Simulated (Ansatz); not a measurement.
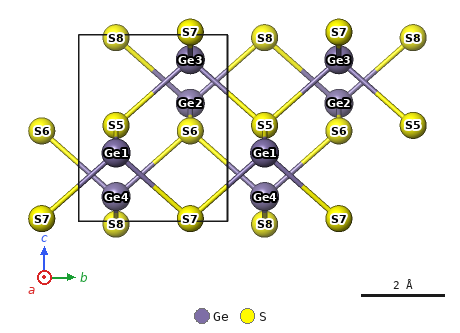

This is the input geometry for a relaxation of a crystal of GeS (set up in Pnma). The picture is a ball-and-stick view of the cell of the calculation, repeated 1 × 2 × 1 with one cell outlined, seen along the a axis.

Method: Ansatz 0.2.0, DFT PBE, scalar-relativistic, plane waves, PAW.

The input:
```yaml
crystal:
  lattice:
    - [10.78075161, 0.0, 0.0]
    - [0.0, 3.60314037, 0.0]
    - [0.0, 0.0, 4.52312513]
  atoms:
    - { symbol: Ge, position: [0.87224634, 0.25, 0.36689105] }
    - { symbol: Ge, position: [0.12775366, 0.75, 0.63310895] }
    - { symbol: Ge, position: [0.62775366, 0.75, 0.86689105] }
    - { symbol: Ge, position: [0.37224634, 0.25, 0.13310895] }
    - { symbol: S, position: [0.65483072, 0.25, 0.51478817] }
    - { symbol: S, position: [0.34516928, 0.75, 0.48521183] }
    - { symbol: S, position: [0.84516928, 0.75, 0.01478817] }
    - { symbol: S, position: [0.15483072, 0.25, 0.98521183] }
basis:
  ecutwfc: 420
kpoints:
  mp_grid: { grid: [4, 8, 6] }
hamiltonian:
  xc: pbe
scf:
  occupations: { method: gaussian, width: 0.02 }
output:
  forces: true
  stress: true
  eigenvalues: true
  write_density: true
  write_potential: true
  elf: true
  volumetric_format: npy
relax:
  adjacent_minimum: "off"
  f_tol: 0.005
  max_steps: 80
  cell: { stress_tol: 0.05 }
```

Run as
```bash
ansatz run input.yaml --threads 4 --pin off --max-ram 8192MiB --backend cpu --events-out ev --progress --plain --runs-dir out
```

Question: Predict the outcome.

Answer: The largest moves relative to the cell, 0.058 Å, are those of S5, S6, S7 and S8. S8 goes in a general direction near [−1 0 3]. Largest moves by element: S 0.058 Å, Ge 0.022 Å. The volume changes by +0.3 %, with a 10.781 → 10.785 Å (0.0 %), b 3.603 → 3.665 Å (+1.7 %), c 4.523 → 4.458 Å (−1.4 %). Among the contacts that change: Ge1–S7 2.422 → 2.459 Å, Ge1–S5 2.437 → 2.463 Å. The space group stays Pnma (No. 62). After 6 accepted moves (7 points after the start) the energy has fallen by 35.6 meV per cell of the calculation. The largest force component goes from 0.21 to 0.0025 eV/Å. The pressure goes from 1.66 to 0.00 GPa. The SCF was repeated once at an unchanged geometry on a basis and grid sized afresh for the cell, which shifted the energy by 0.1 meV per cell of the calculation at most.

After the run, drawn alike:

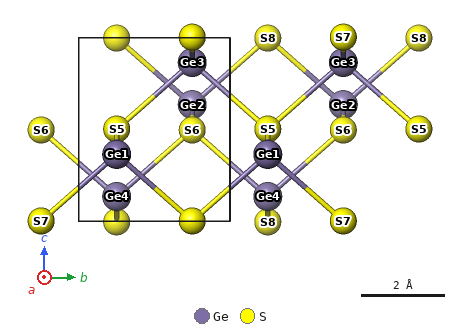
